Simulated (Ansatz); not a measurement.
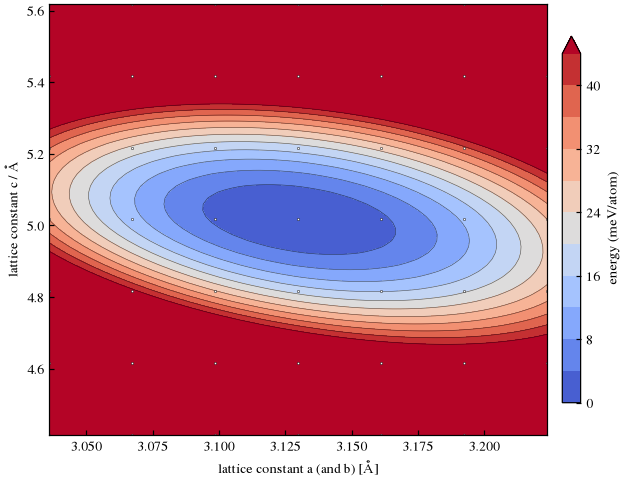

AlN (P6_3mc, No. 186; 4 atoms in the cell). The energy is mapped over the lattice constants a and c of the conventional cell. First axis: lattice constant a (and b). Second axis: lattice constant c. Relaxed at each point: the atoms inside the fixed cell. Grid: 7 × 7 points. Points are written as (first, second). All energies are given in meV/atom relative to the lowest grid point. Method: Ansatz 0.2.0, DFT PBE, scalar-relativistic, plane waves, PAW. Settings: cutoff 520 eV, k-mesh 9×9×6 in the order of the run's cell vectors, gaussian smearing 0.05 eV, no spin polarisation.

Drawn: filled contours, dots at the grid points, one colour for all values above the top of the scale. Between grid points the surface is interpolated.

**Estimate the position of the minimum and the force constants in these coordinates.**

The interpolated minimum is at lattice constant a (and b) ≈ 3.130 Å, lattice constant c ≈ 5.017 Å. The curvatures there are about 27 eV/Å² and 3.7 eV/Å², with a cross term of about 3.3 eV/Å² (per cell of 4 atoms). Round the minimum the valley is somewhat tilted: raising lattice constant a (and b) shifts the best value of lattice constant c downwards (coupling k₁₂/√(k₁₁k₂₂) about 0.3).

PAW datasets: the set soft_1.
